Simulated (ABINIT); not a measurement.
Phonon calculation of P (part 2 of 2)

Continued. System: P (Cmce, 4 atoms in the cell). Method: Kohn-Sham DFT of a periodic cell, PBE, PseudoDojo NC SR PBE v0.4.1 standard, no spin polarisation (ABINIT 10.8.3); cutoff 435.38 eV, 6×6×4 k-mesh, fermi-dirac of 0.05 eV. The structure derives from a Materials Project entry.

Geometry of the input (Å; fractional positions):
```
1.6477  -5.4650  0.0000
1.6477  5.4650  0.0000
0.0000  0.0000  4.5436
P  0.9041  0.0959  0.5888
P  0.0959  0.9041  0.4112
P  0.5959  0.4041  0.0888
P  0.4041  0.5959  0.9112
```

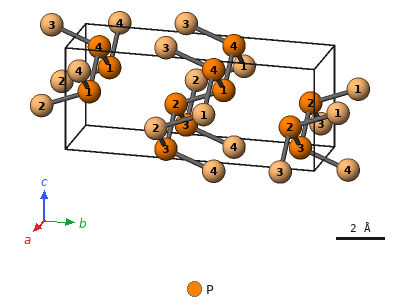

Figure 1. The structure as given in the input (ball-and-stick view of the cell 2 times as large as that of the calculation, set on its symmetry axes, seen slightly off an axis; neighbours outside the cell are drawn fainter; atoms are numbered from 1 in the order of the input). An atom can appear more than once, as a periodic image.

The program's output, continued:
```
 Exchange-correlation functional for the present dataset will be:
  GGA: Perdew-Burke-Ernzerhof functional - ixc=11
  J.P.Perdew, K.Burke, M.Ernzerhof, PRL 77, 3865 (1996)

 Real(R)+Recip(G) space primitive vectors, cartesian coordinates (Bohr,Bohr^-1):
 R(1)=  3.1137832-10.3274246  0.0000000  G(1)=  0.1605764 -0.0484148  0.0000000
 R(2)=  3.1137832 10.3274246  0.0000000  G(2)=  0.1605764  0.0484148  0.0000000
 R(3)=  0.0000000  0.0000000  8.5862269  G(3)=  0.0000000  0.0000000  0.1164656
 Unit cell volume ucvol=  5.5222080E+02 bohr^3
 Angles (23,13,12)=  9.00000000E+01  9.00000000E+01  1.46443224E+02 degrees
 setup1 : take into account q-point for computing boxcut.

 getcut: wavevector=  0.0000  0.0000  0.0000  ngfft=  40  40  32
         ecut(hartree)=     16.000   => boxcut(ratio)=   2.06038
--------------------------------------------------------------------------------

 ==>  initialize data related to q vector <==

 The list of irreducible perturbations for this q vector is:
    1)    idir= 1    ipert=   1
    2)    idir= 3    ipert=   1

================================================================================

 The perturbation idir=   2  ipert=   1 is
 symmetric of a previously calculated perturbation.
 So, its SCF calculation is not needed.

 The perturbation idir=   1  ipert=   2 is
 symmetric of a previously calculated perturbation.
 So, its SCF calculation is not needed.

 The perturbation idir=   2  ipert=   2 is
 symmetric of a previously calculated perturbation.
 So, its SCF calculation is not needed.

 The perturbation idir=   3  ipert=   2 is
 symmetric of a previously calculated perturbation.
 So, its SCF calculation is not needed.

 The perturbation idir=   1  ipert=   3 is
 symmetric of a previously calculated perturbation.
 So, its SCF calculation is not needed.

 The perturbation idir=   2  ipert=   3 is
 symmetric of a previously calculated perturbation.
 So, its SCF calculation is not needed.

 The perturbation idir=   3  ipert=   3 is
 symmetric of a previously calculated perturbation.
 So, its SCF calculation is not needed.

 The perturbation idir=   1  ipert=   4 is
 symmetric of a previously calculated perturbation.
 So, its SCF calculation is not needed.

 The perturbation idir=   2  ipert=   4 is
 symmetric of a previously calculated perturbation.
 So, its SCF calculation is not needed.

 The perturbation idir=   3  ipert=   4 is
 symmetric of a previously calculated perturbation.
 So, its SCF calculation is not needed.

--------------------------------------------------------------------------------
 Perturbation wavevector (in red.coord.)   0.000000  0.000000  0.000000
 Perturbation : displacement of atom   1   along direction   1
 The set of symmetries contains only one element for this perturbation.
 symkpt : not enough symmetry to change the number of k points.

--------------------------------------------------------------------------------

--------------------------------------------------------------------------------

 dfpt_looppert : total number of electrons, from k and k+q
  fully or partially occupied states are    2.000000E+01 and    2.000000E+01.
 Initialisation of the first-order wave-functions :
  ireadwf=   0

--- !BeginCycle
iteration_state: {dtset: 2, }
solver: {iscf: 7, nstep: 80, nline: 4, wfoptalg: 0, }
tolerances: {tolvrs: 1.00E-09, }
...

     iter   2DEtotal(Ha)        deltaE(Ha) residm    vres2
-ETOT  1   13.041914420690     -4.394E+02 1.769E+00 3.064E+03
 ETOT  2   11.625716963199     -1.416E+00 2.319E-01 3.346E+02
 ETOT  3   11.474266708261     -1.515E-01 8.034E-03 1.346E+01
 ETOT  4   11.469853586352     -4.413E-03 2.206E-03 6.641E-01
 ETOT  5   11.469708923513     -1.447E-04 2.039E-04 7.552E-02
 ETOT  6   11.469694020892     -1.490E-05 5.798E-05 2.628E-03
 ETOT  7   11.469693254848     -7.660E-07 4.646E-06 2.715E-04
 ETOT  8   11.469693129621     -1.252E-07 1.541E-06 1.465E-05
 ETOT  9   11.469693126160     -3.461E-09 1.123E-07 8.675E-07
 ETOT 10   11.469693125975     -1.846E-10 3.914E-08 6.201E-08
 ETOT 11   11.469693125964     -1.063E-11 2.859E-09 1.694E-09
 ETOT 12   11.469693125962     -2.672E-12 1.012E-09 1.498E-10

 At SCF step   12       vres2   =  1.50E-10 < tolvrs=  1.00E-09 =>converged.
================================================================================

 ----iterations are completed or convergence reached----

 Mean square residual over all n,k,spin=   26.587E-13; max=  10.117E-10

 2DEtotal=    0.1146969313E+02 Ha. Also 2DEtotal=    0.312106249773E+03 eV
    (2DErelax=   -4.4094543004E+02 Ha. 2DEnonrelax=    4.5241512317E+02 Ha)
    (  non-var. 2DEtotal :    1.1469693633E+01 Ha)

--------------------------------------------------------------------------------
 Perturbation wavevector (in red.coord.)   0.000000  0.000000  0.000000
 Perturbation : displacement of atom   1   along direction   3
 Found     2 symmetries that leave the perturbation invariant.
 symkpt : the number of k-points, thanks to the symmetries,
 is reduced to    47 .

--------------------------------------------------------------------------------

--------------------------------------------------------------------------------

 dfpt_looppert : total number of electrons, from k and k+q
  fully or partially occupied states are    2.000000E+01 and    2.000000E+01.
 Initialisation of the first-order wave-functions :
  ireadwf=   0

--- !BeginCycle
iteration_state: {dtset: 2, }
solver: {iscf: 7, nstep: 80, nline: 4, wfoptalg: 0, }
tolerances: {tolvrs: 1.00E-09, }
...

     iter   2DEtotal(Ha)        deltaE(Ha) residm    vres2
-ETOT  1   10.813380716221     -2.677E+02 1.004E+00 7.058E+02
 ETOT  2   10.349516070093     -4.639E-01 8.679E-02 4.635E+01
 ETOT  3   10.334186747562     -1.533E-02 3.462E-03 2.787E+00
 ETOT  4   10.333277777363     -9.090E-04 6.894E-04 3.436E-01
 ETOT  5   10.333181926732     -9.585E-05 7.775E-05 3.910E-02
 ETOT  6   10.333173587947     -8.339E-06 1.822E-05 2.073E-03
 ETOT  7   10.333173099370     -4.886E-07 1.976E-06 1.485E-04
 ETOT  8   10.333173056529     -4.284E-08 5.190E-07 1.061E-05
 ETOT  9   10.333173052773     -3.757E-09 5.383E-08 6.906E-07
 ETOT 10   10.333173052557     -2.154E-10 1.472E-08 4.370E-08
 ETOT 11   10.333173052552     -5.684E-12 1.522E-09 3.032E-09
 ETOT 12   10.333173052550     -1.705E-12 4.241E-10 1.298E-10

 At SCF step   12       vres2   =  1.30E-10 < tolvrs=  1.00E-09 =>converged.
================================================================================

 ----iterations are completed or convergence reached----

 Mean square residual over all n,k,spin=   76.062E-14; max=  42.413E-11

 2DEtotal=    0.1033317305E+02 Ha. Also 2DEtotal=    0.281179963079E+03 eV
    (2DErelax=   -2.6820477331E+02 Ha. 2DEnonrelax=    2.7853794636E+02 Ha)
    (  non-var. 2DEtotal :    1.0333172633E+01 Ha)

================================================================================

 ---- first-order wavefunction calculations are completed ----

 ==> Compute Derivative Database <==

  Dynamical matrix, in cartesian coordinates,
   if specified in the inputs, asr has been imposed
     j1       j2             matrix element
  dir pert dir pert     real part    imaginary part

   1    1   1    1         0.1246131022        -0.0000000000
   1    1   1    2        -0.0115360955         0.0000000000
   1    1   1    3        -0.0089550919         0.0000000000
   1    1   1    4        -0.1041219148         0.0000000000

   2    1   2    1         0.0960929418         0.0000000000
   2    1   3    1         0.0103745849        -0.0000000000
   2    1   2    2        -0.0901747518        -0.0000000000
   2    1   3    2        -0.0103757547         0.0000000000
   2    1   2    3         0.0117647779        -0.0000000000
   2    1   3    3         0.0116365145         0.0000000000
   2    1   2    4        -0.0176829679         0.0000000000
   2    1   3    4        -0.0116353446         0.0000000000

   3    1   2    1         0.0103768582        -0.0000000000
   3    1   3    1         0.1403898877        -0.0000000000
   3    1   2    2        -0.0103756883         0.0000000000
   3    1   3    2        -0.0110299014         0.0000000000
   3    1   2    3        -0.0116365145         0.0000000000
   3    1   3    3        -0.0191549870         0.0000000000
   3    1   2    4         0.0116353446         0.0000000000
   3    1   3    4        -0.1102049993        -0.0000000000

   1    2   1    1        -0.0115360955        -0.0000000000
   1    2   1    2         0.1246131022         0.0000000000
   1    2   1    3        -0.1041219148        -0.0000000000
   1    2   1    4        -0.0089550919         0.0000000000

   2    2   2    1        -0.0901747518         0.0000000000
   2    2   3    1        -0.0103757547        -0.0000000000
   2    2   2    2         0.0960929418        -0.0000000000
   2    2   3    2         0.0103745849         0.0000000000
   2    2   2    3        -0.0176829679         0.0000000000
   2    2   3    3        -0.0116353446        -0.0000000000
   2    2   2    4         0.0117647779         0.0000000000
   2    2   3    4         0.0116365145        -0.0000000000

   3    2   2    1        -0.0103756883        -0.0000000000
   3    2   3    1        -0.0110299014        -0.0000000000
   3    2   2    2         0.0103768582         0.0000000000
   3    2   3    2         0.1403898877         0.0000000000
   3    2   2    3         0.0116353446        -0.0000000000
   3    2   3    3        -0.1102049993         0.0000000000
   3    2   2    4        -0.0116365145        -0.0000000000
   3    2   3    4        -0.0191549870         0.0000000000

   1    3   1    1        -0.0089550919        -0.0000000000
   1    3   1    2        -0.1041219148         0.0000000000
   1    3   1    3         0.1246131022        -0.0000000000
   1    3   1    4        -0.0115360955         0.0000000000

   2    3   2    1         0.0117647779         0.0000000000
   2    3   3    1        -0.0116365145        -0.0000000000
   2    3   2    2        -0.0176829679        -0.0000000000
   2    3   3    2         0.0116353446         0.0000000000
   2    3   2    3         0.0960929418         0.0000000000
   2    3   3    3        -0.0103745849        -0.0000000000
   2    3   2    4        -0.0901747518        -0.0000000000
   2    3   3    4         0.0103757547         0.0000000000

   3    3   2    1         0.0116365145        -0.0000000000
   3    3   3    1        -0.0191549870        -0.0000000000
   3    3   2    2        -0.0116353446         0.0000000000
   3    3   3    2        -0.1102049993        -0.0000000000
   3    3   2    3        -0.0103768582        -0.0000000000
   3    3   3    3         0.1403898877         0.0000000000
   3    3   2    4         0.0103756883         0.0000000000
   3    3   3    4        -0.0110299014         0.0000000000

   1    4   1    1        -0.1041219148        -0.0000000000
   1    4   1    2        -0.0089550919        -0.0000000000
   1    4   1    3        -0.0115360955        -0.0000000000
   1    4   1    4         0.1246131022         0.0000000000

   2    4   2    1        -0.0176829679        -0.0000000000
   2    4   3    1         0.0116353446        -0.0000000000
   2    4   2    2         0.0117647779        -0.0000000000
   2    4   3    2        -0.0116365145         0.0000000000
   2    4   2    3        -0.0901747518         0.0000000000
   2    4   3    3         0.0103757547        -0.0000000000
   2    4   2    4         0.0960929418         0.0000000000
   2    4   3    4        -0.0103745849         0.0000000000

   3    4   2    1        -0.0116353446        -0.0000000000
   3    4   3    1        -0.1102049993         0.0000000000
   3    4   2    2         0.0116365145         0.0000000000
   3    4   3    2        -0.0191549870        -0.0000000000
   3    4   2    3         0.0103756883        -0.0000000000
   3    4   3    3        -0.0110299014        -0.0000000000
   3    4   2    4        -0.0103768582         0.0000000000
   3    4   3    4         0.1403898877        -0.0000000000

  Phonon wavevector (reduced coordinates) :  0.00000  0.00000  0.00000
 Phonon energies in Hartree :
  -4.517318E-08  0.000000E+00  0.000000E+00  4.578597E-04  8.519646E-04
   1.033679E-03  1.564664E-03  1.954811E-03  2.001360E-03  2.024071E-03
   2.140612E-03  2.150278E-03
 Phonon frequencies in cm-1    :
  -9.914367E-03  0.000000E+00  0.000000E+00  1.004886E+02  1.869846E+02
   2.268663E+02  3.434040E+02  4.290314E+02  4.392477E+02  4.442323E+02
   4.698100E+02  4.719314E+02

== END DATASET(S) ==============================================================
================================================================================

 -outvars: echo values of variables after computation  --------
            acell      1.0000000000E+00  1.0000000000E+00  1.0000000000E+00 Bohr
           etotal1    -2.7696853625E+01
           etotal2     1.0333173053E+01
            fcart1    -6.6558036755E-19  3.1795517247E-03 -6.2719307747E-03
                       5.4215004775E-19 -3.1795517247E-03  6.2719307747E-03
                      -3.2521169024E-19 -3.1795517247E-03 -6.2719307747E-03
                       4.4864201004E-19  3.1795517247E-03  6.2719307747E-03
            fcart2     0.0000000000E+00  0.0000000000E+00  0.0000000000E+00
                       0.0000000000E+00  0.0000000000E+00  0.0000000000E+00
                       0.0000000000E+00  0.0000000000E+00  0.0000000000E+00
                       0.0000000000E+00  0.0000000000E+00  0.0000000000E+00
            rprim      3.1137832283E+00 -1.0327424561E+01  0.0000000000E+00
                       3.1137832283E+00  1.0327424561E+01  0.0000000000E+00
                       0.0000000000E+00  0.0000000000E+00  8.5862268752E+00
           strten1    -7.3595676290E-05 -5.9418312024E-05 -7.3455976279E-05
                       0.0000000000E+00  0.0000000000E+00  0.0000000000E+00
           strten2     0.0000000000E+00  0.0000000000E+00  0.0000000000E+00
                       0.0000000000E+00  0.0000000000E+00  0.0000000000E+00
           xangst      1.6477431230E+00 -4.4173149006E+00  2.6753615605E+00
                       1.6477431230E+00  4.4173149006E+00  1.8682740264E+00
                       1.6477431230E+00 -1.0477228208E+00  4.0354376707E-01
                       1.6477431230E+00  1.0477228208E+00  4.1400918198E+00
             xred      9.0414313000E-01  9.5856870000E-02  5.8881517000E-01
                       9.5856870000E-02  9.0414313000E-01  4.1118483000E-01
                       5.9585687000E-01  4.0414313000E-01  8.8815170000E-02
                       4.0414313000E-01  5.9585687000E-01  9.1118483000E-01
 Calculation completed.
```

File anaddb.abo:
```
.Version 10.8.3 of ANADDB
================================================================================

 -outvars_anaddb: echo values of input variables ----------------------

 Miscellaneous information :
         asr         1
      chneut         0
 First list of wavevector (reduced coord.) :
       nph1l         1
       qph1l
                     0.00000000E+00  0.00000000E+00  0.00000000E+00    1.000E+00

================================================================================

 read the DDB information and perform some checks

  ==== Info on the Cryst% object ====
 Real(R)+Recip(G) space primitive vectors, cartesian coordinates (Bohr,Bohr^-1):
 R(1)=  3.1137832-10.3274246  0.0000000  G(1)=  0.1605764 -0.0484148  0.0000000
 R(2)=  3.1137832 10.3274246  0.0000000  G(2)=  0.1605764  0.0484148  0.0000000
 R(3)=  0.0000000  0.0000000  8.5862269  G(3)=  0.0000000  0.0000000  0.1164656
 Unit cell volume ucvol=  5.5222080E+02 bohr^3
 Angles (23,13,12)=  9.00000000E+01  9.00000000E+01  1.46443224E+02 degrees
 Time-reversal symmetry is present
 Reduced atomic positions [iatom, xred, symbol]:
    1)    0.9041431  0.0958569  0.5888152   P
    2)    0.0958569  0.9041431  0.4111848   P
    3)    0.5958569  0.4041431  0.0888152   P
    4)    0.4041431  0.5958569  0.9111848   P

 DDB file with 3 blocks has been read.

================================================================================

 Treat the first list of vectors

  Phonon wavevector (reduced coordinates) :  0.00000  0.00000  0.00000
 Phonon energies in Hartree :
  -4.517315E-08  0.000000E+00  0.000000E+00  4.578597E-04  8.519646E-04
   1.033679E-03  1.564664E-03  1.954811E-03  2.001360E-03  2.024071E-03
   2.140612E-03  2.150278E-03
 Phonon frequencies in cm-1    :
  -9.914360E-03  0.000000E+00  0.000000E+00  1.004886E+02  1.869846E+02
   2.268663E+02  3.434040E+02  4.290314E+02  4.392477E+02  4.442323E+02
   4.698100E+02  4.719314E+02

 Analysis of degeneracies and characters (maximum tolerance=1.00E-06 a.u.)
 For each vibration mode, or group of modes if degenerate,
 the characters are given for each symmetry operation (see the list in the log file).
 Symmetry characters of vibration mode #   1
       degenerate with vibration modes #   2 to    3
  3.0 -3.0 -1.0  1.0 -1.0  1.0 -1.0  1.0
 Symmetry characters of vibration mode #   4
  1.0 -1.0 -1.0  1.0  1.0 -1.0 -1.0  1.0
 Symmetry characters of vibration mode #   5
  1.0  1.0 -1.0 -1.0  1.0  1.0 -1.0 -1.0
 Symmetry characters of vibration mode #   6
  1.0  1.0  1.0  1.0 -1.0 -1.0 -1.0 -1.0
 Symmetry characters of vibration mode #   7
  1.0  1.0  1.0  1.0  1.0  1.0  1.0  1.0
 Symmetry characters of vibration mode #   8
  1.0  1.0  1.0  1.0 -1.0 -1.0 -1.0 -1.0
 Symmetry characters of vibration mode #   9
  1.0 -1.0  1.0 -1.0  1.0 -1.0  1.0 -1.0
 Symmetry characters of vibration mode #  10
  1.0  1.0 -1.0 -1.0 -1.0 -1.0  1.0  1.0
 Symmetry characters of vibration mode #  11
  1.0 -1.0 -1.0  1.0 -1.0  1.0  1.0 -1.0
 Symmetry characters of vibration mode #  12
  1.0  1.0  1.0  1.0  1.0  1.0  1.0  1.0

================================================================================

 anaddb : the run completed successfully.
```

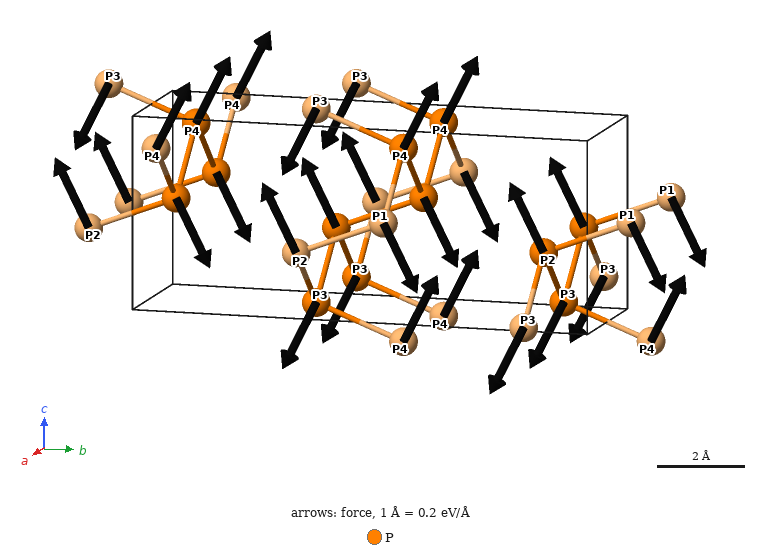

Figure 2. Forces on the atoms as black arrows (ball-and-stick view of the cell 2 times as large as that of the calculation, set on its symmetry axes, seen slightly off an axis; neighbours outside the cell are drawn fainter; atoms are numbered from 1 in the order of the input). The largest act on all 4 P atoms (0.36 eV/Å). The geometry is not a stationary point of this energy.

Key numbers:

```tsv
quantity	value
outcome	converged
space group (tolerance 0.01 Å)	Cmce (64)
electrons treated	20
free energy	−753.6698 eV
Fermi energy	5.312 eV
gap on the k-point mesh	0.09 eV
pressure	2.02 GPa
largest force (length of the vector)	0.362 eV/Å
wall time	78 s (CPU time 5.1 min)
peak memory	0.4 GiB
```

Notes:

Points of doubt noted for this run: atoms not at rest; k mesh coarse for metal response.
